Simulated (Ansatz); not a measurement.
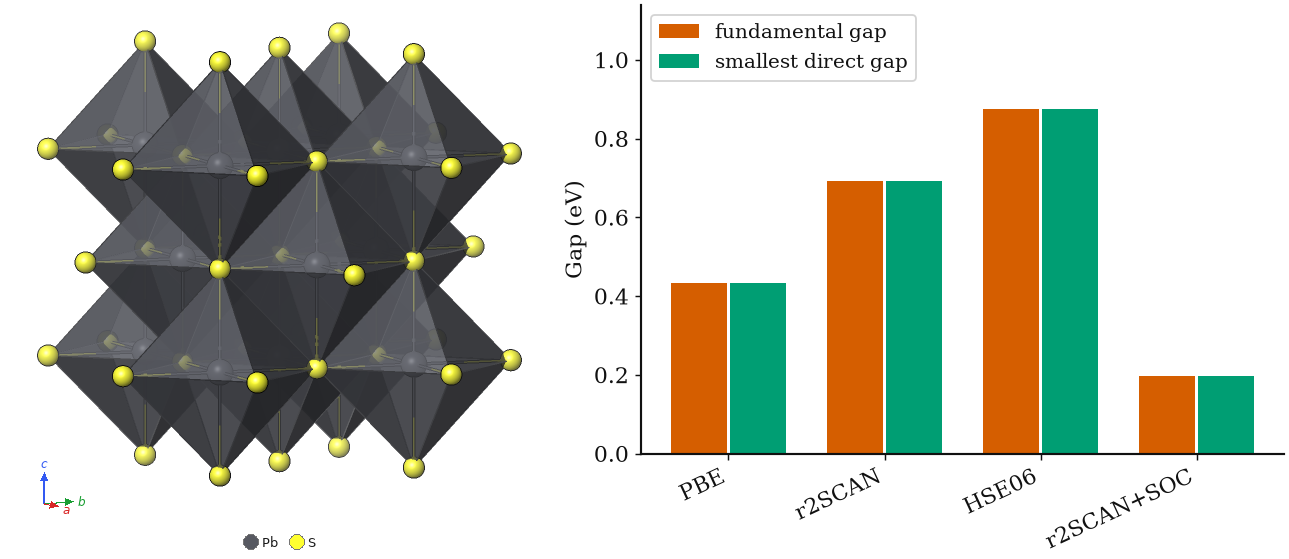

Gaps of PbS, space group Fm-3m (No. 225), 2 atoms in the cell, rocksalt type, at several levels of theory on one cell (Ansatz, plane waves and PAW; edges over the mesh and the special points).

### How does the gap depend on the level, and does its kind change?

In rising order: r2SCAN+SOC 0.20 eV, PBE 0.43 eV, r2SCAN 0.69 eV and HSE06 0.88 eV. It is direct at every level.
